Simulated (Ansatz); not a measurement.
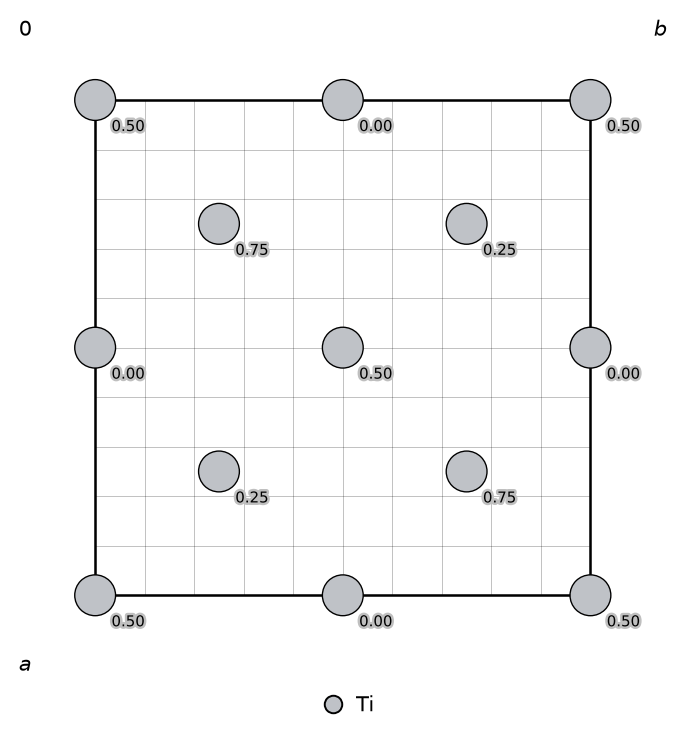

Plan of a unit cell projected along c (a down the page, b across); the numbers are heights as fractions of c, and atoms on the cell's edges are repeated. The grid marks tenths of a and b. Source: the geometry relaxed with DFT, PBEsol, plane waves (420 eV) with PAW, scalar-relativistic (Ansatz 0.2.0); the starting structure was generated, so it need not be a known form of this composition. Geometry calculated from the standardised cell; symmetry tolerance 0.002 Å.

a = 5.534 Å, b = 5.534 Å, c = 5.534 Å, α = 90.00°, β = 90.00°, γ = 90.00°.

> What does the cell contain?

8 Ti: Ti, Z = 8.

> Which space group?

Fd-3m (No. 227, origin choice 1), face-centred cubic.

> Give the fractional coordinates of all atoms, to two places.

```tsv
atom	x	y	z
Ti	0.75	0.75	0.75
Ti	0.00	0.50	0.00
Ti	0.75	0.25	0.25
Ti	0.00	0.00	0.50
Ti	0.25	0.75	0.25
Ti	0.50	0.50	0.50
Ti	0.25	0.25	0.75
Ti	0.50	0.00	0.00
```
